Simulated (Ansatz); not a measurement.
# Run report: Si, geometry relaxation (part 2 of 2)

Continued. System: Si (P6/mmm, 3 atoms in the cell). Method: DFT PBEsol, scalar-relativistic, plane waves, PAW, no spin polarisation (Ansatz 0.2.0); cutoff 420 eV, 6×6×8 k-mesh, Gaussian smearing of 0.1 eV. The structure was made by swapping elements on the sites of another compound; it need not be a known phase. It belongs to a series of runs on one base structure; here: Ti -> Si on all its sites, cell and atoms relaxed.

Geometry of the input (Å; fractional positions):
```
3.5300  0.0000  0.0000
-1.7650  3.0571  0.0000
0.0000  0.0000  2.1881
Si 0.0000  0.0000  0.0000
Si 0.3333  0.6667  0.5000
Si 0.6667  0.3333  0.5000
```

## The program's output, continued
```
SCF iter   1: F=—  HF=-1863.287681 eV  |F-HF|=—  |Δ(HF+E_count)|=         —  Δρ=4.17e-4  dr2=8.81e-5  ethr=6.28e-7  ⟨swp⟩=2.5  Hψ=2589  notcnv=0
preconditioner: auto → none  [insulator: Δε(μ)=0.105 eV  Ē_g=9.003 eV  σ=0.100 eV  W_gap=0.52  n_scr=6 (ndim 8)  ℏωp=19.7 eV  f_vac=0.000  D(μ)=1.37/eV (n_scr^D=6)  ε∞_Penn≈5.8]
SCF iter   2: F=—  HF=-1863.288142 eV  |F-HF|=—  |Δ(HF+E_count)|=   4.61e-4  Δρ=1.46e-4  dr2=1.08e-5  ethr=6.28e-7  ⟨swp⟩=2.3  Hψ=550  notcnv=0
SCF iter   3: F=—  HF=-1863.288138 eV  |F-HF|=—  |Δ(HF+E_count)|=   4.50e-6  Δρ=4.83e-5  dr2=2.69e-6  ethr=9.03e-8  ⟨swp⟩=2.4  Hψ=545  notcnv=0
SCF iter   4: F=—  HF=-1863.288140 eV  |F-HF|=—  |Δ(HF+E_count)|=   2.05e-6  Δρ=5.62e-6  dr2=8.58e-9  ethr=2.24e-8  ⟨swp⟩=2.5  Hψ=537  notcnv=0
SCF iter   5: F=-1863.288140 eV  HF=-1863.288140 eV  |F-HF|=3.75e-11  |Δ(HF+E_count)|=   2.61e-9  Δρ=7.41e-7  dr2=1.29e-10  ethr=2.50e-11  ⟨swp⟩=4.1  Hψ=1200  notcnv=0
SCF 10 converged in 5 iterations: F = -1863.288140 eV  dr2 = 1.29e-10
relax step  10: F+E_penalty+E_count = -1863.28813961 eV  Δ(F+E_penalty+E_count) = -3.523e-4 eV  max|allowed force component| = 5.551e-17 eV/Å  Δτ_max = 0.0000 Å  P = +0.030 GPa  Ω = 42.809 Å³  energy of the carried Pulay correction = -8.445e-3 eV  (5 SCF iters, accepted)
Basis set: ecut = 420 eV, 855 PW (Γ), exchange–correlation on 60×60×36 points (8 copies of the dense FFT grid, shifted against one another)
Initial wavefunctions: pseudopotential atomic-orbital guess (no wavefunctions were taken with the density)
iter 1 solved again at ethr=6.66e-7 eV; its pass at ethr=3.10e-3 eV (dr2=8.00e-5 eV) is discarded
SCF iter   1: F=—  HF=-1863.368388 eV  |F-HF|=—  |Δ(HF+E_count)|=         —  Δρ=1.21e-3  dr2=7.44e-5  ethr=6.66e-7  ⟨swp⟩=2.4  Hψ=3317  notcnv=0
preconditioner: auto → none  [insulator: Δε(μ)=0.105 eV  Ē_g=8.997 eV  σ=0.100 eV  W_gap=0.52  n_scr=6 (ndim 8)  ℏωp=19.7 eV  f_vac=0.000  D(μ)=1.39/eV (n_scr^D=8)  ε∞_Penn≈5.8]
SCF iter   2: F=—  HF=-1863.368544 eV  |F-HF|=—  |Δ(HF+E_count)|=   1.56e-4  Δρ=6.12e-4  dr2=1.85e-5  ethr=6.20e-7  ⟨swp⟩=1.0  Hψ=350  notcnv=0
SCF iter   3: F=—  HF=-1863.368600 eV  |F-HF|=—  |Δ(HF+E_count)|=   5.60e-5  Δρ=8.38e-5  dr2=7.37e-6  ethr=1.54e-7  ⟨swp⟩=2.4  Hψ=559  notcnv=0
SCF iter   4: F=—  HF=-1863.368601 eV  |F-HF|=—  |Δ(HF+E_count)|=   1.48e-6  Δρ=6.77e-6  dr2=6.18e-9  ethr=6.14e-8  ⟨swp⟩=2.4  Hψ=516  notcnv=0
SCF iter   5: F=—  HF=-1863.368600 eV  |F-HF|=—  |Δ(HF+E_count)|=   7.27e-7  Δρ=1.14e-6  dr2=2.11e-10  ethr=2.50e-11  ⟨swp⟩=4.7  Hψ=1443  notcnv=0
SCF iter   6: F=-1863.368600 eV  HF=-1863.368600 eV  |F-HF|=0.00e0  |Δ(HF+E_count)|=  2.77e-11  Δρ=6.59e-8  dr2=9.07e-13  ethr=1.76e-12  ⟨swp⟩=1.9  Hψ=1065  notcnv=0
SCF 11 converged in 6 iterations: F = -1863.368600 eV  dr2 = 9.07e-13
relax step  11: F+E_penalty+E_count = -1863.36860038 eV  Δ(F+E_penalty+E_count) = -8.046e-2 eV  max|allowed force component| = 7.556e-17 eV/Å  Δτ_max = 0.0000 Å  P = +1.059 GPa  Ω = 42.809 Å³  stress off target by 1.17e0 GPa  SCF on the basis re-selected at this cell (its energy is not comparable with the rows above)  (6 SCF iters)
basis re-selected at this cell: Δ(F+E_penalty+E_count) = -8.046e-2 eV, ΔP = +1.029 GPa vs the last step (what re-selecting the basis moved, of the pressure what is left beyond the Pulay correction that the steps carried, after the strain that the cell walked since its last selection, with what the two solves' SCF thresholds leave and, on support functions, any second-order correction that the steps lacked; it is no measure of the basis error at this ecutwfc). The dense FFT grid was sized anew with the basis: this SCF ran on 30×30×18 points, the steps before it on 24×24×15, so part of this shift can come from that change (see relax.cell in the input reference). This SCF's stress stands 1.17e0 GPa from its target on what of the cell is left free (relax.cell.stress_tol is 5.00e-1 GPa) and its largest allowed force component is 7.56e-17 eV/Å (relax.f_tol is 5.00e-2 eV/Å): not within both, so this SCF does not close the relaxation
Crystal: 3 atoms, lattice volume = 43.169 Å³
iter 1 solved again at ethr=3.27e-7 eV; its pass at ethr=3.10e-3 eV (dr2=3.92e-5 eV) is discarded
SCF iter   1: F=—  HF=-1863.369959 eV  |F-HF|=—  |Δ(HF+E_count)|=         —  Δρ=2.67e-4  dr2=4.10e-5  ethr=3.27e-7  ⟨swp⟩=2.1  Hψ=2623  notcnv=0
preconditioner: auto → none  [metal: Δε(μ)=0.092 eV  Ē_g=8.947 eV  σ=0.100 eV  W_gap=0.47  n_scr=6 (ndim 8)  ℏωp=19.6 eV  f_vac=0.000  D(μ)=1.41/eV (n_scr^D=8)]
SCF iter   2: F=—  HF=-1863.369947 eV  |F-HF|=—  |Δ(HF+E_count)|=   1.13e-5  Δρ=1.06e-4  dr2=6.44e-6  ethr=3.27e-7  ⟨swp⟩=2.4  Hψ=538  notcnv=0
SCF iter   3: F=—  HF=-1863.369945 eV  |F-HF|=—  |Δ(HF+E_count)|=   2.74e-6  Δρ=4.86e-5  dr2=1.14e-6  ethr=5.37e-8  ⟨swp⟩=2.4  Hψ=540  notcnv=0
SCF iter   4: F=-1863.369944 eV  HF=-1863.369944 eV  |F-HF|=2.04e-9  |Δ(HF+E_count)|=   5.83e-7  Δρ=6.10e-6  dr2=1.08e-8  ethr=2.50e-9  ⟨swp⟩=5.3  Hψ=1912  notcnv=0
SCF 12 converged in 4 iterations: F = -1863.369944 eV  dr2 = 1.08e-8
relax step  12: F+E_penalty+E_count = -1863.36994400 eV  Δ(F+E_penalty+E_count) = -1.344e-3 eV  max|allowed force component| = 5.166e-17 eV/Å  Δτ_max = 0.0000 Å  P = +0.185 GPa  Ω = 43.169 Å³  energy of the carried Pulay correction = -7.517e-5 eV  (4 SCF iters, dr2 threshold 3.00e-7 eV, accepted)
iter 1 solved again at ethr=8.20e-9 eV; its pass at ethr=3.10e-3 eV (dr2=9.84e-7 eV) is discarded
SCF iter   1: F=—  HF=-1863.370003 eV  |F-HF|=—  |Δ(HF+E_count)|=         —  Δρ=8.39e-6  dr2=1.25e-8  ethr=8.20e-9  ⟨swp⟩=3.0  Hψ=3557  notcnv=0
SCF iter   2: F=-1863.370008 eV  HF=-1863.370008 eV  |F-HF|=1.80e-9  |Δ(HF+E_count)|=   5.13e-6  Δρ=4.04e-6  dr2=2.09e-9  ethr=2.50e-11  ⟨swp⟩=3.9  Hψ=1783  notcnv=0
SCF 13 converged in 2 iterations: F = -1863.370008 eV  dr2 = 2.09e-9
relax step  13: F+E_penalty+E_count = -1863.37000778 eV  Δ(F+E_penalty+E_count) = -6.378e-5 eV  max|allowed force component| = 4.163e-17 eV/Å  Δτ_max = 0.0000 Å  P = +0.185 GPa  Ω = 43.169 Å³  stress off target by 2.44e-1 GPa  SCF on the basis re-selected at this cell (its energy is not comparable with the rows above)  (2 SCF iters)
```

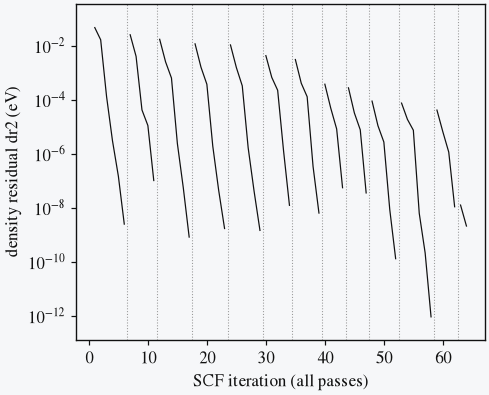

Fig. 1: Convergence of the self-consistent field: density residual dr2 against the SCF iteration. The dotted lines part the SCF passes of the relaxation: geometry steps, rejected trials and re-solves on a re-selected basis. The 13 passes take 2 to 6 iterations each, 64 in all.

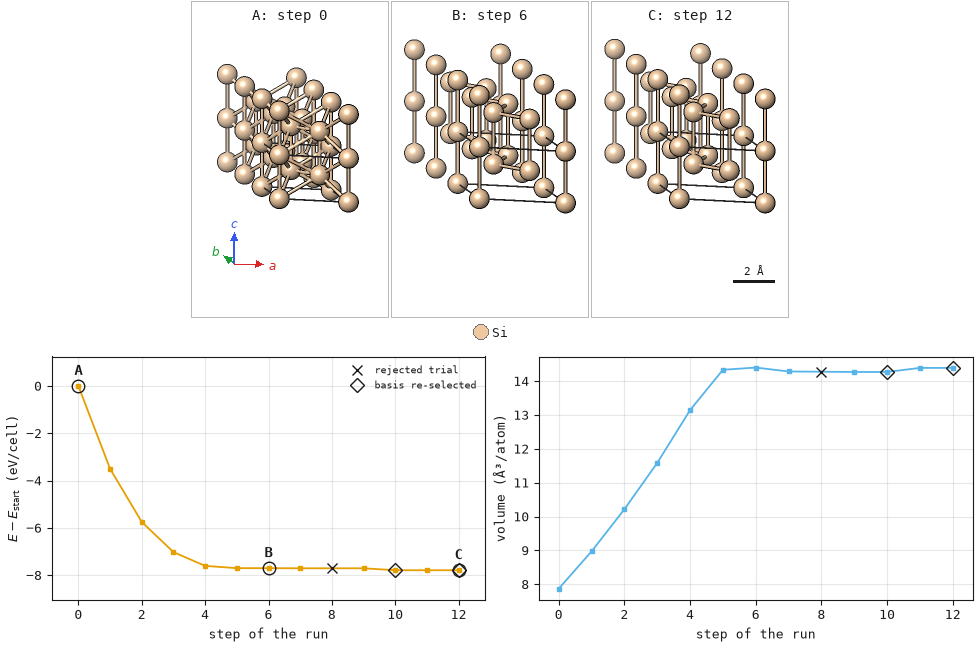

Fig. 2: Frames of the relaxation (ball-and-stick view of the cell of the calculation, repeated 1 × 3 × 2, seen slightly off an axis) above the curves, on which the letters mark them (the first geometry is step 0 here and step 1 in the log).

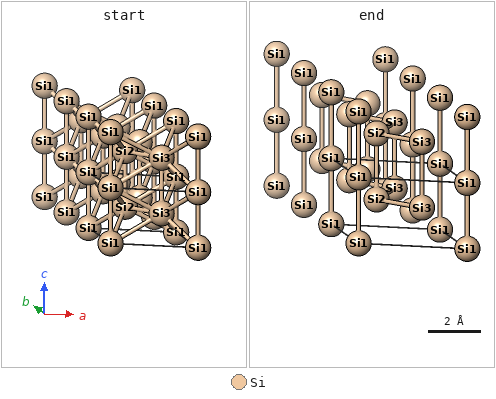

Fig. 3: Before (left) and after (right) the relaxation, at one scale (ball-and-stick view of the cell of the calculation, repeated 1 × 3 × 2, seen slightly off an axis). After 10 geometry steps the energy has fallen by 7.790 eV per cell of the calculation. All forces vanish by symmetry, so only the cell relaxes. The pressure goes from 213.94 to 0.19 GPa. The line search rejected the trial step at point 8 (counted from 0) and went back. The basis was re-selected once at an unchanged geometry, which shifts the energy a little without any move. No atom moves by more than 0.005 Å relative to the cell. The drawn cell changes as follows: a = b 3.530 → 4.383 Å (+24.2 %), c 2.188 → 2.595 Å (+18.6 %); the volume changes by +82.8 %. Among the contacts that change: Si1–Si2 2.313 → 2.844 Å, Si2–Si3 2.038 → 2.531 Å, Si1–Si1 2.188 → 2.595 Å. The space group stays P6/mmm (No. 191). The energy change given includes the shifts at the re-selections in mid-walk, which come without any move. A last SCF at the same geometry on a re-selected plane-wave basis shifts the energy by −0.1 meV per cell of the calculation. (Atoms are counted from 1 in the order of the input.)

```
basis re-selected at this cell: Δ(F+E_penalty+E_count) = -6.378e-5 eV, ΔP = +0.001 GPa vs the last step (what re-selecting the basis moved, of the pressure what is left beyond the Pulay correction that the steps carried, after the strain that the cell walked since its last selection, with what the two solves' SCF thresholds leave and, on support functions, any second-order correction that the steps lacked; it is no measure of the basis error at this ecutwfc). This SCF's stress stands 2.44e-1 GPa from its target on what of the cell is left free (relax.cell.stress_tol is 5.00e-1 GPa) and its largest allowed force component is 4.16e-17 eV/Å (relax.f_tol is 5.00e-2 eV/Å): within both
SCF converged after 2 iterations
Free energy (F): -1863.370008 eV
Harris-Foulkes:  -1863.370008 eV  (|F-HF|=1.80e-9)
Internal energy: -1863.362970 eV  (E = F + TS)
E sigma→0 (E₀):  -1863.366489 eV
Entropy (-TS):   -0.007038 eV (-2.346 meV/atom)
Fermi energy:    10.543309 eV
--- Per-component energies (eV) ---
  E_band       = 59.779469
  E_kinetic    = 123.798817
  E_local      = 6.639686  (includes V_loc(G=0)·N_el)
  E_nonlocal   = 76.707538
  E_hartree    = 1.475554
  E_xc         = -167.355925
  E_vxc        = -144.640331  (∫ρ·V_xc dr)
  E_paw        = -1494.972492  (= ΣΔE_a)
  E_vpaw       = -5.677402  (= ΣTr[D̂ρ^β])
  E_aug_tail   = 0.000021  (compensation charges beyond the density's cutoff)
  E_ewald      = -409.750850
  E_core_change = 0.094682  (= ΣΔE_core)
  E_smearing   = -0.007038  (= −TS)
  E_closure    = 0.000000  (closes the sum)
  Σ components = -1863.370008   (vs F -1863.370008, Δ=0.00e0)
--- Forces (eV/Å), atoms counted from 1 ---
  atom   1  Si     0.00000000    -0.00000000     0.00000000
  atom   2  Si    -0.00000000     0.00000000     0.00000000
  atom   3  Si     0.00000000    -0.00000000    -0.00000000
  max |Σ_I F_I| component: 1.85e-17 eV/Å
--- Stress (GPa, compression-positive) ---
        0.156041       0.000000      -0.000000
        0.000000       0.156041      -0.000000
       -0.000000      -0.000000       0.243993
  P = ⅓ Tr σ = 0.1854 GPa (1.854 kbar)
--- Band table (eV; the first three rows and the last of 35) ---
  k-point 0: bands = ["-3.7682", "5.5900", "5.8029", "6.2167", "6.2167", "6.3280", "6.3280", "16.0095", "17.6045", "21.8765"]
  k-point 1: bands = ["-3.4324", "5.9141", "6.1275", "6.5203", "6.5203", "6.6485", "6.6485", "12.1383", "19.6033", "20.4184"]
  k-point 2: bands = ["-2.4299", "6.8722", "7.0875", "7.4137", "7.4137", "7.6096", "7.6096", "8.0769", "16.3562", "16.9759"]
  k-point 34: bands = ["4.3301", "4.3301", "4.4050", "5.1451", "5.3456", "5.3456", "12.2886", "13.9727", "13.9727", "14.7033"]
--- Relaxed structure (11 steps of the walk, 10 accepted, 2 SCFs on fresh bases) ---
  F+E_penalty+E_count = -1863.37000778 eV   max|allowed force component| = 4.163e-17 eV/Å   (the final SCF, on the basis selected at the relaxed cell)
  cell:  # Å, volume = 43.1694 Å³
    - [4.383207841853635, 4.956719487322704e-33, -2.792040770750477e-17]
    - [-2.1916039209268177, 3.795969341112412, 1.3960203853752382e-17]
    - [-1.730640974395035e-17, -2.3502121929520083e-33, 2.5945453157783964]
  atoms:
    - { symbol: Si, position: [1.0421083610168004e-34, 1.1199739711084856e-34, 2.444969023534279e-36] }
    - { symbol: Si, position: [0.3333333333333333, 0.6666666666666666, 0.5] }
    - { symbol: Si, position: [0.6666666666666666, 0.3333333333333333, 0.5] }
```

## Trajectory as extended XYZ (Å, eV, eV/Å), 13 frames, from step=1 to step=13
```
3
Lattice="3.5300 0.0000 0.0000 -1.7650 3.0571 0.0000 0.0000 0.0000 2.1881" Properties=species:S:1:pos:R:3:forces:R:3 step=1 energy=-1855.57978 pressure_GPa=213.94
Si    0.0000    0.0000    0.0000    0.0000   0.0000   0.0000
Si    0.0000    2.0381    1.0940    0.0000   0.0000   0.0000
Si    1.7650    1.0190    1.0940    0.0000   0.0000   0.0000
3
Lattice="3.7057 0.0000 0.0000 -1.8529 3.2092 0.0000 0.0000 0.0000 2.2632" Properties=species:S:1:pos:R:3:forces:R:3 step=2 energy=-1859.08176 pressure_GPa=127.41
Si    0.0000    0.0000    0.0000    0.0000   0.0000   0.0000
Si    0.0000    2.1395    1.1316    0.0000   0.0000   0.0000
Si    1.8529    1.0697    1.1316    0.0000   0.0000   0.0000
3
Lattice="3.8777 0.0000 0.0000 -1.9388 3.3582 0.0000 0.0000 0.0000 2.3536" Properties=species:S:1:pos:R:3:forces:R:3 step=3 energy=-1861.32926 pressure_GPa=69.72
Si    0.0000    0.0000    0.0000    0.0000   0.0000   0.0000
Si    0.0000    2.2388    1.1768    0.0000   0.0000   0.0000
Si    1.9388    1.1194    1.1768    0.0000   0.0000   0.0000
3
Lattice="4.0497 0.0000 0.0000 -2.0249 3.5072 0.0000 0.0000 0.0000 2.4471" Properties=species:S:1:pos:R:3:forces:R:3 step=4 energy=-1862.60397 pressure_GPa=32.74
Si    0.0000    0.0000    0.0000    0.0000   0.0000   0.0000
Si    0.0000    2.3381    1.2235    0.0000   0.0000   0.0000
Si    2.0249    1.1691    1.2235    0.0000   0.0000   0.0000
3
Lattice="4.2238 0.0000 0.0000 -2.1119 3.6580 0.0000 0.0000 0.0000 2.5521" Properties=species:S:1:pos:R:3:forces:R:3 step=5 energy=-1863.18607 pressure_GPa=9.61
Si    0.0000    0.0000    0.0000    0.0000   0.0000   0.0000
Si    0.0000    2.4386    1.2760    0.0000   0.0000   0.0000
Si    2.1119    1.2193    1.2760    0.0000   0.0000   0.0000
3
Lattice="4.3577 0.0000 0.0000 -2.1788 3.7738 0.0000 0.0000 0.0000 2.6149" Properties=species:S:1:pos:R:3:forces:R:3 step=6 energy=-1863.28197 pressure_GPa=-0.51
Si    0.0000    0.0000    0.0000    0.0000   0.0000   0.0000
Si    0.0000    2.5159    1.3075    0.0000   0.0000   0.0000
Si    2.1788    1.2579    1.3075    0.0000   0.0000   0.0000
3
Lattice="4.4005 0.0000 0.0000 -2.2002 3.8109 0.0000 0.0000 0.0000 2.5761" Properties=species:S:1:pos:R:3:forces:R:3 step=7 energy=-1863.28284 pressure_GPa=-0.90
Si    0.0000    0.0000    0.0000    0.0000   0.0000   0.0000
Si    0.0000    2.5406    1.2880    0.0000   0.0000   0.0000
Si    2.2002    1.2703    1.2880    0.0000   0.0000   0.0000
3
Lattice="4.3754 0.0000 0.0000 -2.1877 3.7892 0.0000 0.0000 0.0000 2.5846" Properties=species:S:1:pos:R:3:forces:R:3 step=8 energy=-1863.28779 pressure_GPa=-0.06
Si    0.0000    0.0000    0.0000    0.0000   0.0000   0.0000
Si    0.0000    2.5261    1.2923    0.0000   0.0000   0.0000
Si    2.1877    1.2631    1.2923    0.0000   0.0000   0.0000
3
Lattice="4.3623 0.0000 0.0000 -2.1811 3.7778 0.0000 0.0000 0.0000 2.5956" Properties=species:S:1:pos:R:3:forces:R:3 step=9 energy=-1863.28744 pressure_GPa=0.10 accepted=F
Si    0.0000    0.0000    0.0000    0.0000   0.0000   0.0000
Si    0.0000    2.5186    1.2978    0.0000   0.0000   0.0000
Si    2.1811    1.2593    1.2978    0.0000   0.0000   0.0000
3
Lattice="4.3694 0.0000 0.0000 -2.1847 3.7840 0.0000 0.0000 0.0000 2.5892" Properties=species:S:1:pos:R:3:forces:R:3 step=10 energy=-1863.28814 pressure_GPa=0.03
Si    0.0000    0.0000    0.0000    0.0000   0.0000   0.0000
Si    0.0000    2.5226    1.2946    0.0000   0.0000   0.0000
Si    2.1847    1.2613    1.2946    0.0000   0.0000   0.0000
3
Lattice="4.3694 0.0000 0.0000 -2.1847 3.7840 0.0000 0.0000 0.0000 2.5892" Properties=species:S:1:pos:R:3:forces:R:3 step=11 energy=-1863.36860 pressure_GPa=1.06
Si    0.0000    0.0000    0.0000    0.0000   0.0000   0.0000
Si    0.0000    2.5226    1.2946    0.0000   0.0000   0.0000
Si    2.1847    1.2613    1.2946    0.0000   0.0000   0.0000
3
Lattice="4.3832 0.0000 0.0000 -2.1916 3.7960 0.0000 0.0000 0.0000 2.5945" Properties=species:S:1:pos:R:3:forces:R:3 step=12 energy=-1863.36994 pressure_GPa=0.18
Si    0.0000    0.0000    0.0000    0.0000   0.0000   0.0000
Si    0.0000    2.5306    1.2973    0.0000   0.0000   0.0000
Si    2.1916    1.2653    1.2973    0.0000   0.0000   0.0000
3
Lattice="4.3832 0.0000 0.0000 -2.1916 3.7960 0.0000 0.0000 0.0000 2.5945" Properties=species:S:1:pos:R:3:forces:R:3 step=13 energy=-1863.37001 pressure_GPa=0.19
Si    0.0000    0.0000    0.0000    0.0000   0.0000   0.0000
Si    0.0000    2.5306    1.2973    0.0000   0.0000   0.0000
Si    2.1916    1.2653    1.2973    0.0000   0.0000   0.0000
```

## Summary

```csv
quantity,value
outcome,converged
space group (tolerance 0.01 Å),P6/mmm (191)
electrons treated,12
free energy,−1863.3700 eV
Fermi energy,10.543 eV
gap on the k-point mesh,none (metallic)
pressure,0.19 GPa
final volume,43.17 Å³
largest force (length of the vector) at the end,under 0.001 eV/Å
final cell,"a = 4.383 Å, b = 4.383 Å, c = 2.595 Å, α = 90.00°, β = 90.00°, γ = 120.00°"
wall time,21 s
peak memory,0.32 GiB
```
